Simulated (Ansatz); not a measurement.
**Geometry relaxation, with input and output: TaN (part 1 of 3)**

- system: TaN (slab, 32 atoms in the cell)
- method: DFT PBE+D3(BJ), scalar-relativistic, plane waves, PAW, no spin polarisation (Ansatz 0.2.0)

The structure derives from an entry of the Crystallography Open Database. The input holds or restrains some coordinates. Forces given for the steps count only the free coordinates. It belongs to a series of runs on one base structure; here: clean slab, lower planes held.

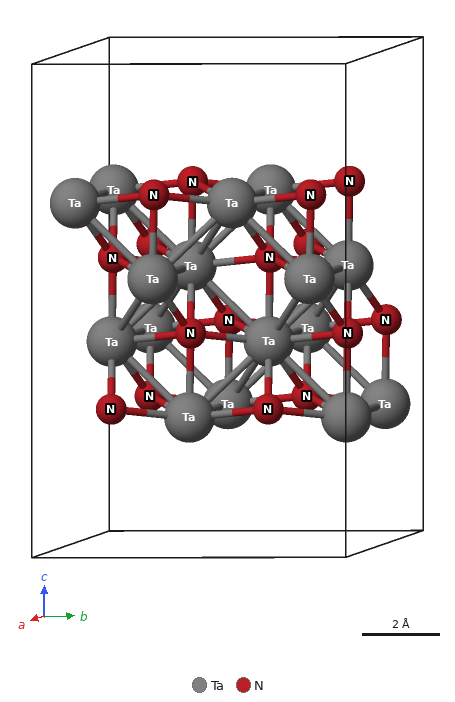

The input geometry (ball-and-stick view of the cell of the calculation, with the vacuum cut short, seen slightly off an axis). An atom can appear more than once, as a periodic image.

## Input
```yaml
crystal:
  lattice:
    - [5.8570264689, 0.0, 0.0]
    - [-2.9285132344, 7.676225948, 0.0]
    - [0.0, 0.0, 22.028017262]
  atoms:
    - { symbol: Ta, position: [0.2159659585, 0.9319319171, 0.3631738574] }
    - { symbol: Ta, position: [0.2159659585, 0.4319319171, 0.3631738574] }
    - { symbol: Ta, position: [0.7159659585, 0.9319319171, 0.3631738574] }
    - { symbol: Ta, position: [0.7159659585, 0.4319319171, 0.3631738574] }
    - { symbol: "N", position: [0.8591591502, 0.7183183005, 0.3775766093] }
    - { symbol: "N", position: [0.8591591502, 0.2183183005, 0.3775766093] }
    - { symbol: "N", position: [0.3591591502, 0.7183183005, 0.3775766093] }
    - { symbol: "N", position: [0.3591591502, 0.2183183005, 0.3775766093] }
    - { symbol: Ta, position: [0.0751251088, 0.6502502175, 0.4495903685] }
    - { symbol: Ta, position: [0.0751251088, 0.1502502175, 0.4495903685] }
    - { symbol: Ta, position: [0.5751251088, 0.6502502175, 0.4495903685] }
    - { symbol: Ta, position: [0.5751251088, 0.1502502175, 0.4495903685] }
    - { symbol: "N", position: [0.7183183005, 0.436636601, 0.4639931204] }
    - { symbol: "N", position: [0.7183183005, 0.936636601, 0.4639931204] }
    - { symbol: "N", position: [0.2183183005, 0.436636601, 0.4639931204] }
    - { symbol: "N", position: [0.2183183005, 0.936636601, 0.4639931204] }
    - { symbol: Ta, position: [0.934284259, 0.368568518, 0.5360068796] }
    - { symbol: Ta, position: [0.934284259, 0.868568518, 0.5360068796] }
    - { symbol: Ta, position: [0.434284259, 0.368568518, 0.5360068796] }
    - { symbol: Ta, position: [0.434284259, 0.868568518, 0.5360068796] }
    - { symbol: "N", position: [0.5774774507, 0.1549549014, 0.5504096315] }
    - { symbol: "N", position: [0.5774774507, 0.6549549014, 0.5504096315] }
    - { symbol: "N", position: [0.0774774507, 0.1549549014, 0.5504096315] }
    - { symbol: "N", position: [0.0774774507, 0.6549549014, 0.5504096315] }
    - { symbol: Ta, position: [0.7934434093, 0.0868868185, 0.6224233907] }
    - { symbol: Ta, position: [0.7934434093, 0.5868868185, 0.6224233907] }
    - { symbol: Ta, position: [0.2934434093, 0.0868868185, 0.6224233907] }
    - { symbol: Ta, position: [0.2934434093, 0.5868868185, 0.6224233907] }
    - { symbol: "N", position: [0.436636601, 0.8732732019, 0.6368261426] }
    - { symbol: "N", position: [0.436636601, 0.3732732019, 0.6368261426] }
    - { symbol: "N", position: [0.936636601, 0.8732732019, 0.6368261426] }
    - { symbol: "N", position: [0.936636601, 0.3732732019, 0.6368261426] }
basis:
  ecutwfc: 420
kpoints:
  mp_grid: { grid: [4, 3, 1] }
hamiltonian:
  xc: pbe
  dispersion: d3bj
scf:
  occupations: { method: gaussian, width: 0.1 }
output:
  forces: true
  eigenvalues: true
  write_density: true
  write_potential: true
  elf: true
  volumetric_format: npy
relax:
  adjacent_minimum: "off"
  f_tol: 0.03
  max_steps: 70
  constraints: [{ sites: [0, 1, 2, 3, 4, 5, 6, 7, 8, 9, 10, 11, 12, 13, 14, 15] }]
efield:
  axis: 3
  dipole_correction: true
  ramp_width: 0.04
```

Hardware: 4 threads of Arm Neoverse V2, 24 GiB of memory available, shared host.

Launched with:
```bash
ansatz run input.yaml --threads 4 --pin off --max-ram 10240MiB --backend cpu --events-out ev --progress --plain --runs-dir out
```

## Output
```
Warning: crystal.symmetry: narrowed to the stabiliser of the k-point mesh — unitary ops 8 → 4; excluded 4 operations that carry a point of the 4×3×1 mesh (shift [0, 0, 0]) off the mesh (the run samples exactly the mesh kpoints.mp_grid names, as under crystal.symmetry.detect: false, and its converged state has the mesh's symmetry, not the crystal's; ε∞, the Born charges and the force constants of a linear response (`dielectric:` by the response, `phonons.method: dfpt`) are averaged over those of the crystal's operations that the state keeps within a tolerance, where `mesh_tensors`, `unaveraged_element` or `gamma_mean_max_change_ev_ang2` stands beside them; a row that `dielectric.field_direction` solves alone is averaged likewise, with nothing beside; a Γ-centred mesh of equal divisions is mapped onto itself by every operation and keeps the whole group, as does a half-shifted one under kpoints.further_shifts: images)
Engine: ansatz 0.2.0, aarch64-unknown-linux-gnu
Pseudopotentials: kind: paw
Pseudopotential: Ta, paw, valence charge 13, recommended cutoff 420 eV (normal), Ta.paw.azcp
Pseudopotential: N, paw, valence charge 5, recommended cutoff 420 eV (normal), N.paw.azcp
Functional definition: PBE
  parameter kappa = 0.804
  parameter beta = 0.06672455060314922
  exchange = pbe_x(kappa = kappa, mu = beta*pi^2/3)
  correlation = pbe_c(beta = beta)
Crystal: 32 atoms, lattice volume = 990.377 Å³
Basis set: ecut = 420 eV, 19389 PW (Γ), exchange–correlation on 80×120×300 points (8 copies of the dense FFT grid, shifted against one another)
Bands: 176, of which v1, the nominal top of the filled ones, is band 144 counted from 1 (143 counted from 0)
Symmetry: 4 space group operations
k-points: 7 of 12 (time reversal used)
Non-local potential: Ta, projectors of the file, l = 0: 3, l = 1: 2, l = 2: 2, l = 3: 1
Non-local potential: N, projectors of the file, l = 0: 2, l = 1: 2, l = 2: 1
PAW form: soft (Blöchl's): semilocal exchange-correlation on the pseudo side does not see the compensation charge
PAW one-centre angular grid: Ta, 590 points (default); XC on 64 Gauss nodes
PAW one-centre angular grid: N, 110 points (default); XC on 64 Gauss nodes
Initial density: superposition of atomic densities (neutral atoms: chi_scale 0, normalization atom), corrected by the library's trained network
Initial wavefunctions: pseudopotential atomic-orbital guess
Functional: x = pbe(κ = 0.804, μ = 0.2195149727645171), c = pbe(β = 0.06672455060314922)
SCF iter   1: F=—  HF=-165089.130423 eV  |F-HF|=—  |Δ(HF+E_count)|=         —  Δρ=6.43e-3  dr2=1.06e0  ethr=1.77e-3  p=-0.046 e·Å  D=-8.33e-3 V/Å  ΔV_dip=0.18 eV  dr2_dipole=5.71e-1  V_vac-E_F(+/−)=3.98/3.80 eV  ⟨swp⟩=9.7  Hψ=6588  notcnv=0  defer=7
efield: sawtooth ramp at fractional position 0.9800 (placed from the atoms, in the widest stretch of the axis that holds none; the zero of the levels goes with the place), width 0.0400; the density the first Hamiltonian is built on has a dipole p = -0.046 e·Å; the dipole correction subtracts the counter field D = -8.33e-3 V/Å, which shifts the + side's vacuum level by +0.18 eV against the − side's; the planar-averaged density in the ramp window peaks in size at 3.5e-5 e/Å³
preconditioner: auto → LDOS  [metal: Δε(μ)=0.018 eV  Ē_g=8.427 eV  σ=0.100 eV  W_gap=0.10  n_scr=172 (ndim 8)  ℏωp=14.9 eV  f_vac=0.568  D(μ)=20.11/eV (n_scr^D=124)  β→1.0]
SCF iter   2: F=—  HF=-165089.065350 eV  |F-HF|=—  |Δ(HF+E_count)|=   6.51e-2  Δρ=3.08e-3  dr2=3.99e-1  ethr=3.70e-4  p=0.082 e·Å  D=1.50e-2 V/Å  ΔV_dip=-0.33 eV  dr2_dipole=9.79e-2  V_vac-E_F(+/−)=3.71/4.04 eV  ⟨swp⟩=3.0  Hψ=1893  notcnv=0  defer=158
SCF iter   3: F=—  HF=-165089.080181 eV  |F-HF|=—  |Δ(HF+E_count)|=   1.48e-2  Δρ=1.62e-3  dr2=8.24e-2  ethr=1.39e-4  p=0.073 e·Å  D=1.33e-2 V/Å  ΔV_dip=-0.29 eV  dr2_dipole=1.89e-2  V_vac-E_F(+/−)=3.74/4.03 eV  ⟨swp⟩=2.0  Hψ=1577  notcnv=0  defer=158
SCF iter   4: F=—  HF=-165089.066712 eV  |F-HF|=—  |Δ(HF+E_count)|=   1.35e-2  Δρ=5.94e-4  dr2=1.61e-2  ethr=2.86e-5  p=0.098 e·Å  D=1.80e-2 V/Å  ΔV_dip=-0.40 eV  dr2_dipole=4.79e-3  V_vac-E_F(+/−)=3.70/4.10 eV  ⟨swp⟩=2.1  Hψ=1535  notcnv=0  defer=158
SCF iter   5: F=—  HF=-165089.066895 eV  |F-HF|=—  |Δ(HF+E_count)|=   1.83e-4  Δρ=2.13e-4  dr2=1.47e-3  ethr=5.59e-6  p=0.107 e·Å  D=1.96e-2 V/Å  ΔV_dip=-0.43 eV  dr2_dipole=2.16e-4  V_vac-E_F(+/−)=3.69/4.12 eV  ⟨swp⟩=2.0  Hψ=1457  notcnv=0  defer=141
SCF iter   6: F=—  HF=-165089.067133 eV  |F-HF|=—  |Δ(HF+E_count)|=   2.38e-4  Δρ=7.92e-5  dr2=1.67e-4  ethr=5.10e-7  p=0.110 e·Å  D=2.02e-2 V/Å  ΔV_dip=-0.44 eV  dr2_dipole=1.15e-5  V_vac-E_F(+/−)=3.69/4.13 eV  ⟨swp⟩=2.3  Hψ=1559  notcnv=0  defer=141
SCF iter   7: F=-165089.067210 eV  HF=-165089.067206 eV  |F-HF|=4.30e-6  |Δ(HF+E_count)|=   7.25e-5  Δρ=4.15e-5  dr2=2.12e-5  ethr=7.81e-9  p=0.112 e·Å  D=2.05e-2 V/Å  ΔV_dip=-0.45 eV  dr2_dipole=2.47e-7  V_vac-E_F(+/−)=3.69/4.14 eV  ⟨swp⟩=28.0  Hψ=14887  notcnv=0
SCF 1 converged in 7 iterations: F = -165089.067210 eV  dr2 = 2.12e-5
  greatest PAW one-centre occupation: 0.999 electrons in one spin orbital (limit 2), on the Ta atom at site 11 (counted from 0), in its partial waves of l = 0
relax step   1: F+E_penalty+E_count = -165089.06720985 eV  Δ(F+E_penalty+E_count) = +0.000e0 eV  max|allowed force component| = 1.498e0 eV/Å  Δτ_max = 0.0000 Å  (7 SCF iters, dr2 threshold 2.25e-5 eV, accepted)
Initial density: handed on by an earlier stage of this run
Initial wavefunctions: those handed on with the density
iter 1 solved again at ethr=2.15e-4 eV; its pass at ethr=3.10e-3 eV (dr2=6.18e-1 eV) is discarded
SCF iter   1: F=—  HF=-165089.723325 eV  |F-HF|=—  |Δ(HF+E_count)|=         —  Δρ=5.28e-3  dr2=5.65e-1  ethr=2.15e-4  p=0.112 e·Å  D=2.05e-2 V/Å  ΔV_dip=-0.45 eV  dr2_dipole=1.61e-1  V_vac-E_F(+/−)=3.67/4.12 eV  ⟨swp⟩=2.0  Hψ=3775  notcnv=0  defer=157
efield: sawtooth ramp at fractional position 0.9800 (handed on by an earlier solve), width 0.0400; the density the first Hamiltonian is built on has a dipole p = 0.112 e·Å; the dipole correction subtracts the counter field D = 2.05e-2 V/Å, which shifts the + side's vacuum level by -0.45 eV against the − side's; the planar-averaged density in the ramp window peaks in size at 4.9e-6 e/Å³
preconditioner: auto → LDOS  [metal: Δε(μ)=0.036 eV  Ē_g=8.488 eV  σ=0.100 eV  W_gap=0.20  n_scr=172 (ndim 8)  ℏωp=14.9 eV  f_vac=0.566  D(μ)=22.27/eV (n_scr^D=138)  β→1.0]
SCF iter   2: F=—  HF=-165089.651400 eV  |F-HF|=—  |Δ(HF+E_count)|=   7.19e-2  Δρ=3.08e-3  dr2=1.62e-1  ethr=1.96e-4  p=0.169 e·Å  D=3.10e-2 V/Å  ΔV_dip=-0.68 eV  dr2_dipole=3.46e-3  V_vac-E_F(+/−)=3.47/4.15 eV  ⟨swp⟩=3.0  Hψ=2282  notcnv=0  defer=157
SCF iter   3: F=—  HF=-165089.615108 eV  |F-HF|=—  |Δ(HF+E_count)|=   3.63e-2  Δρ=7.92e-4  dr2=1.91e-2  ethr=5.62e-5  p=0.155 e·Å  D=2.84e-2 V/Å  ΔV_dip=-0.63 eV  dr2_dipole=3.17e-3  V_vac-E_F(+/−)=3.53/4.16 eV  ⟨swp⟩=2.7  Hψ=2172  notcnv=0  defer=157
SCF iter   4: F=—  HF=-165089.610886 eV  |F-HF|=—  |Δ(HF+E_count)|=   4.22e-3  Δρ=2.18e-4  dr2=1.54e-3  ethr=6.63e-6  p=0.161 e·Å  D=2.94e-2 V/Å  ΔV_dip=-0.65 eV  dr2_dipole=3.25e-4  V_vac-E_F(+/−)=3.51/4.16 eV  ⟨swp⟩=3.4  Hψ=2558  notcnv=0  defer=154
SCF iter   5: F=—  HF=-165089.610801 eV  |F-HF|=—  |Δ(HF+E_count)|=   8.47e-5  Δρ=9.73e-5  dr2=3.59e-4  ethr=5.36e-7  p=0.163 e·Å  D=2.97e-2 V/Å  ΔV_dip=-0.66 eV  dr2_dipole=2.90e-5  V_vac-E_F(+/−)=3.51/4.17 eV  ⟨swp⟩=2.3  Hψ=1818  notcnv=0  defer=154
SCF iter   6: F=-165089.610805 eV  HF=-165089.610833 eV  |F-HF|=2.88e-5  |Δ(HF+E_count)|=   3.25e-5  Δρ=3.63e-5  dr2=4.53e-5  ethr=3.47e-8  p=0.164 e·Å  D=2.99e-2 V/Å  ΔV_dip=-0.66 eV  dr2_dipole=3.11e-6  V_vac-E_F(+/−)=3.51/4.17 eV  ⟨swp⟩=28.3  Hψ=15478  notcnv=0
SCF 2 converged in 6 iterations: F = -165089.610805 eV  dr2 = 4.53e-5
[... from here on the iterations of each SCF are left out, up to the last one ...]
relax step   2: F+E_penalty+E_count = -165089.61080460 eV  Δ(F+E_penalty+E_count) = -5.436e-1 eV  max|allowed force component| = 8.548e-1 eV/Å  Δτ_max = 0.0946 Å  (6 SCF iters, dr2 threshold 1.00e-4 eV, accepted)
efield: sawtooth ramp at fractional position 0.9800 (handed on by an earlier solve), width 0.0400; the density the first Hamiltonian is built on has a dipole p = 0.164 e·Å; the dipole correction subtracts the counter field D = 2.99e-2 V/Å, which shifts the + side's vacuum level by -0.66 eV against the − side's; the planar-averaged density in the ramp window peaks in size at 4.6e-6 e/Å³
preconditioner: auto → LDOS  [metal: Δε(μ)=0.006 eV  Ē_g=8.534 eV  σ=0.100 eV  W_gap=0.03  n_scr=172 (ndim 8)  ℏωp=14.9 eV  f_vac=0.566  D(μ)=22.65/eV (n_scr^D=138)  β→1.0]
SCF 3 converged in 7 iterations: F = -165089.771359 eV  dr2 = 8.72e-6
relax step   3: F+E_penalty+E_count = -165089.77135864 eV  Δ(F+E_penalty+E_count) = -1.606e-1 eV  max|allowed force component| = 3.783e-1 eV/Å  Δτ_max = 0.0697 Å  (7 SCF iters, dr2 threshold 4.57e-5 eV, accepted)
efield: sawtooth ramp at fractional position 0.9800 (handed on by an earlier solve), width 0.0400; the density the first Hamiltonian is built on has a dipole p = 0.165 e·Å; the dipole correction subtracts the counter field D = 3.02e-2 V/Å, which shifts the + side's vacuum level by -0.67 eV against the − side's; the planar-averaged density in the ramp window peaks in size at 4.5e-6 e/Å³
preconditioner: auto → LDOS  [metal: Δε(μ)=0.013 eV  Ē_g=8.528 eV  σ=0.100 eV  W_gap=0.07  n_scr=172 (ndim 8)  ℏωp=14.9 eV  f_vac=0.566  D(μ)=24.04/eV (n_scr^D=146)  β→1.0]
SCF 4 converged in 7 iterations: F = -165089.806859 eV  dr2 = 5.91e-6
relax step   4: F+E_penalty+E_count = -165089.80685911 eV  Δ(F+E_penalty+E_count) = -3.550e-2 eV  max|allowed force component| = 1.938e-1 eV/Å  Δτ_max = 0.0436 Å  (7 SCF iters, dr2 threshold 2.80e-5 eV, accepted)
efield: sawtooth ramp at fractional position 0.9800 (handed on by an earlier solve), width 0.0400; the density the first Hamiltonian is built on has a dipole p = 0.151 e·Å; the dipole correction subtracts the counter field D = 2.76e-2 V/Å, which shifts the + side's vacuum level by -0.61 eV against the − side's; the planar-averaged density in the ramp window peaks in size at 4.3e-6 e/Å³
preconditioner: auto → LDOS  [metal: Δε(μ)=0.009 eV  Ē_g=8.522 eV  σ=0.100 eV  W_gap=0.05  n_scr=172 (ndim 8)  ℏωp=14.9 eV  f_vac=0.565  D(μ)=24.12/eV (n_scr^D=146)  β→1.0]
SCF 5 converged in 5 iterations: F = -165089.811471 eV  dr2 = 2.11e-6
relax step   5: F+E_penalty+E_count = -165089.81147147 eV  Δ(F+E_penalty+E_count) = -4.612e-3 eV  max|allowed force component| = 2.600e-2 eV/Å  Δτ_max = 0.0123 Å  (5 SCF iters, dr2 threshold 7.36e-6 eV, accepted)
iter 1 solved again at ethr=7.76e-10 eV; its pass at ethr=3.10e-3 eV (dr2=2.24e-6 eV) is discarded
SCF iter   1: F=—  HF=-165089.811760 eV  |F-HF|=—  |Δ(HF+E_count)|=         —  Δρ=9.48e-6  dr2=2.22e-6  ethr=7.76e-10  p=0.151 e·Å  D=2.76e-2 V/Å  ΔV_dip=-0.61 eV  dr2_dipole=7.32e-8  V_vac-E_F(+/−)=3.60/4.21 eV  ⟨swp⟩=1.0  Hψ=2898  notcnv=0
efield: sawtooth ramp at fractional position 0.9800 (handed on by an earlier solve), width 0.0400; the density the first Hamiltonian is built on has a dipole p = 0.151 e·Å; the dipole correction subtracts the counter field D = 2.76e-2 V/Å, which shifts the + side's vacuum level by -0.61 eV against the − side's; the planar-averaged density in the ramp window peaks in size at 4.3e-6 e/Å³
preconditioner: auto → LDOS  [metal: Δε(μ)=0.009 eV  Ē_g=8.524 eV  σ=0.100 eV  W_gap=0.05  n_scr=172 (ndim 8)  ℏωp=14.9 eV  f_vac=0.565  D(μ)=24.09/eV (n_scr^D=146)  β→1.0]
SCF iter   2: F=—  HF=-165089.811473 eV  |F-HF|=—  |Δ(HF+E_count)|=   2.87e-4  Δρ=8.83e-6  dr2=9.75e-7  ethr=7.71e-10  p=0.152 e·Å  D=2.77e-2 V/Å  ΔV_dip=-0.61 eV  dr2_dipole=1.17e-9  V_vac-E_F(+/−)=3.60/4.21 eV  ⟨swp⟩=3.0  Hψ=2119  notcnv=0
SCF iter   3: F=—  HF=-165089.811473 eV  |F-HF|=—  |Δ(HF+E_count)|=   8.48e-8  Δρ=3.46e-6  dr2=2.48e-7  ethr=3.39e-10  p=0.152 e·Å  D=2.77e-2 V/Å  ΔV_dip=-0.61 eV  dr2_dipole=9.41e-9  V_vac-E_F(+/−)=3.60/4.21 eV  ⟨swp⟩=2.7  Hψ=2053  notcnv=0
SCF iter   4: F=-165089.811473 eV  HF=-165089.811473 eV  |F-HF|=3.12e-8  |Δ(HF+E_count)|=   7.95e-8  Δρ=1.61e-6  dr2=5.83e-8  ethr=3.47e-11  p=0.152 e·Å  D=2.77e-2 V/Å  ΔV_dip=-0.61 eV  dr2_dipole=1.48e-9  V_vac-E_F(+/−)=3.60/4.21 eV  ⟨swp⟩=16.9  Hψ=10250  notcnv=0
SCF 6 converged in 4 iterations: F = -165089.811473 eV  dr2 = 5.83e-8
relax step   6: F+E_penalty+E_count = -165089.81147283 eV  Δ(F+E_penalty+E_count) = -1.361e-6 eV  max|allowed force component| = 2.593e-2 eV/Å  Δτ_max = 0.0000 Å  (4 SCF iters, accepted)
```

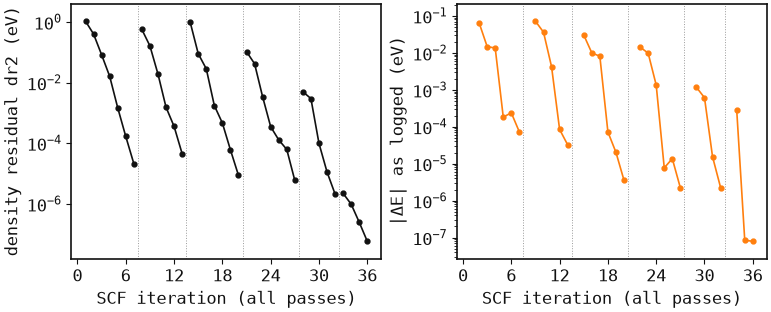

Convergence of the self-consistent field: density residual dr2 and size of the energy change against the SCF iteration. The dotted lines part the SCF passes of the relaxation: geometry steps, rejected trials and re-solves on a re-selected basis. The 6 passes take 4 to 7 iterations each, 36 in all.

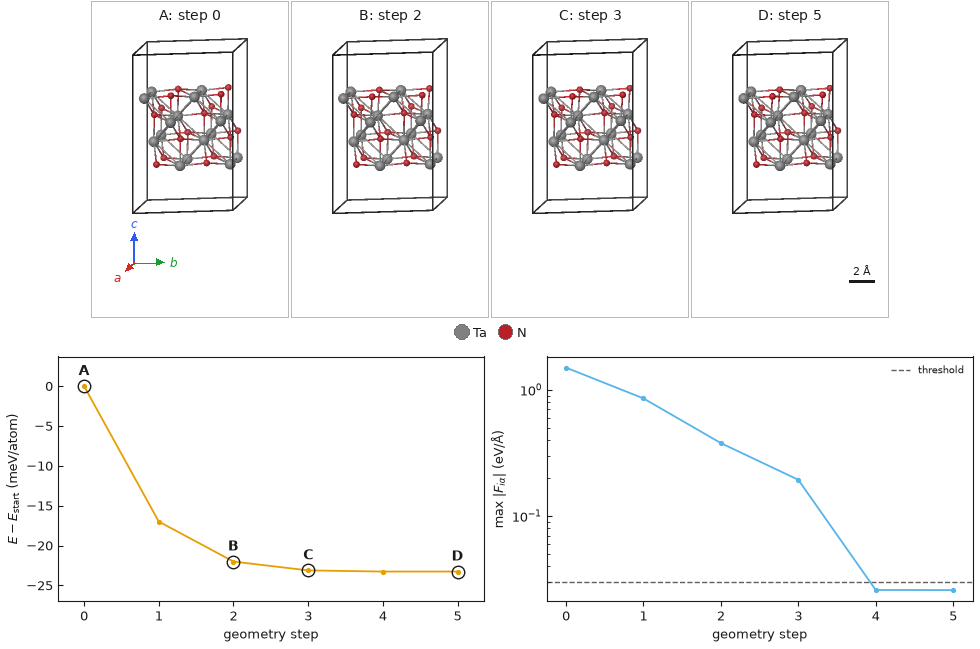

Frames of the restrained relaxation (ball-and-stick view of the cell of the calculation, with the vacuum cut short, seen slightly off an axis) above the curves, on which the letters mark them (the first geometry is step 0 here and step 1 in the log).

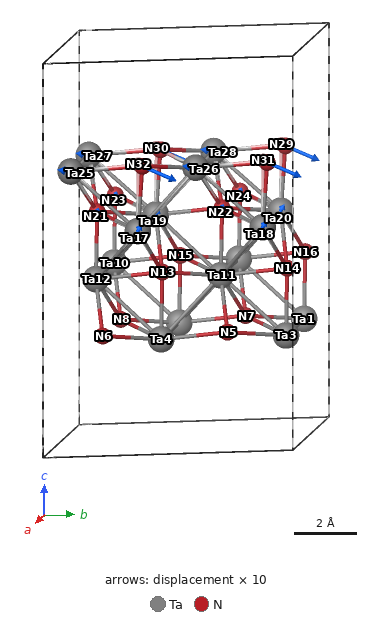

Start (faint) and end (solid) with the displacements as blue arrows, magnified 10 times (ball-and-stick view of the cell of the calculation, with the vacuum cut short, seen slightly off an axis). After 5 geometry steps the energy has fallen by 23.3 meV per atom. Largest force component: 1.5 eV/Å at the start, 0.026 eV/Å at the end. The largest moves, 0.14 Å, are those of N29, N30, N31 and N32. Largest moves by element: N 0.14 Å, Ta 0.05 Å. The lattice vectors keep their values. Among the contacts that change: Ta25–N32 2.221 → 2.390 Å, Ta25–N29 2.221 → 2.087 Å, Ta17–N32 2.221 → 2.152 Å, Ta17–Ta26 2.929 → 2.879 Å. Among the angles that change: Ta25–N29–Ta27 82.5° → 89.1°, Ta20–N29–Ta25 82.5° → 85.6°, Ta25–N29–Ta28 135.3° → 133.1°. (Atoms are counted from 1 in the order of the input.)
